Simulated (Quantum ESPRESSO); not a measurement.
## Energy of W along an even scaling of the cell

System: W (Im-3m, 1 atom in the cell).
Method: Kohn-Sham DFT of a periodic cell, PBEsol, spin-orbit coupling, PseudoDojo 0.4 FR PBEsol standard, no spin polarisation (Quantum ESPRESSO 7.5).

The 7 runs differ only in the geometry, by an even scaling of the cell at fixed fractional positions. The structure derives from an entry of the Crystallography Open Database.

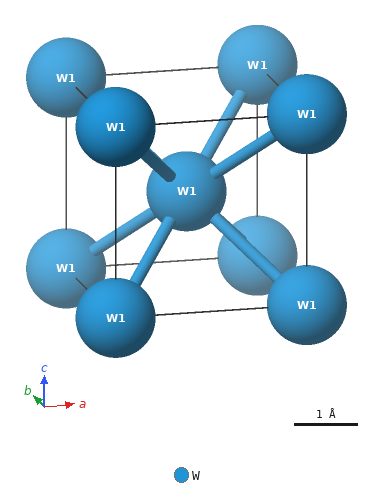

Figure 1. The structure of run 4 (ball-and-stick view of the cell 2 times as large as that of the calculation, set on its symmetry axes, seen slightly off an axis; atoms are numbered from 1 in the order of the input).

## Input of run 4
```
&CONTROL
  calculation = 'scf'
  prefix = 'pwscf'
  outdir = './tmp'
  pseudo_dir = './pseudo'
  tprnfor = .true.
  tstress = .true.
  disk_io = 'nowf'
/
&SYSTEM
  ibrav = 0
  nat = 1
  ntyp = 1
  ecutwfc = 74
  nbnd = 26
  occupations = 'smearing'
  smearing = 'fd'
  degauss = 0.00367493
  noncolin = .true.
  lspinorb = .true.
/
&ELECTRONS
  conv_thr = 2d-10
  electron_maxstep = 120
  mixing_beta = 0.5
/
ATOMIC_SPECIES
W    183.8400 W.upf
CELL_PARAMETERS angstrom
  -1.5823450000    1.5823450000    1.5823450000
   1.5823450000   -1.5823450000    1.5823450000
   1.5823450000    1.5823450000   -1.5823450000
ATOMIC_POSITIONS crystal
W      0.0000000000    0.0000000000    0.0000000000
K_POINTS automatic
12 12 12 0 0 0
```

Command:
```bash
OMP_NUM_THREADS=1 pw.x -in pw.in > pw.out
```

Run 2 differs from it as follows:
```diff
-  -1.5823450000    1.5823450000    1.5823450000
-   1.5823450000   -1.5823450000    1.5823450000
-   1.5823450000    1.5823450000   -1.5823450000
+  -1.5609593379    1.5609593379    1.5609593379
+   1.5609593379   -1.5609593379    1.5609593379
+   1.5609593379    1.5609593379   -1.5609593379
```

## Results, with one run withheld

```csv
run,volume per atom (Å³),"free energy per atom, from the lowest run given (meV)",pressure (GPa)
1,14.897,52.24,20.05
2,15.214,?,?
3,15.531,3.36,4.94
4,15.848,0.00,−1.60
5,16.165,9.00,−7.56
6,16.482,29.24,−12.94
7,16.798,59.59,−17.80
```

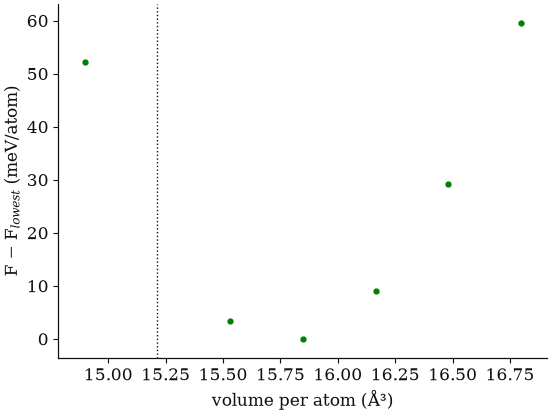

Figure 2. Free energy per atom of the runs given; the dotted line marks run 2.

What should run 2 give?

A cubic polynomial in V^(−2/3) (the Birch–Murnaghan form), fitted to the 6 runs given, misses them by under 0.01 meV per atom. With x = V^(−2/3) − 0.15793 Å⁻², it reads F = 1.2533 − 3004.5 x + 1.3955e+06 x² − 1.1281e+06 x³ (meV per atom). At run 2 it gives 20.32 meV per atom, and the run itself gives 20.33. The slope of the fit gives a pressure −dF/dV of 12.23 GPa there, and the run prints 12.14 GPa. The two needn't agree exactly: the fit is approximate, and the printed stress is taken on a finite basis. The fit has its minimum at 15.771 Å³ per atom, where V d²F/dV² gives 318 GPa: the bulk modulus at this level, since symmetry fixes the shape and the positions.

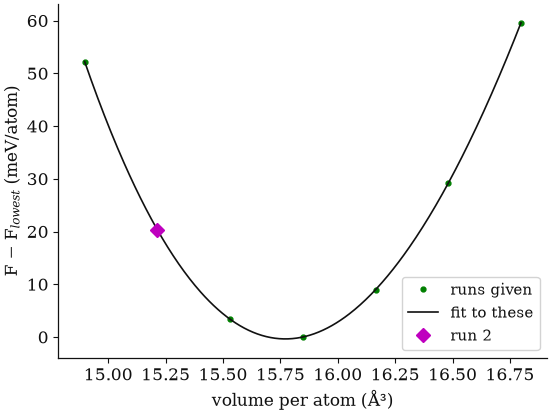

Figure 3. The fit and the withheld run.

## Some lines of the output (run 2)
```
[...]
     unit-cell volume          =     102.6671 (a.u.)^3
     number of k points=    72  Fermi-Dirac smearing, width (Ry)=  0.0037
     total energy              =    -151.95523908 Ry
     total energy              =    -151.95817562 Ry
     total energy              =    -151.95840876 Ry
     total energy              =    -151.95842117 Ry
     total energy              =    -151.95842292 Ry
     total energy              =    -151.95842317 Ry
     total energy              =    -151.95842318 Ry
     the Fermi energy is    23.3817 ev
!    total energy              =    -151.95842318 Ry
     The total energy is F=E-TS. E is the sum of the following terms:
     Computing stress (Cartesian axis) and pressure
          total   stress  (Ry/bohr**3)                   (kbar)     P=      121.43
```
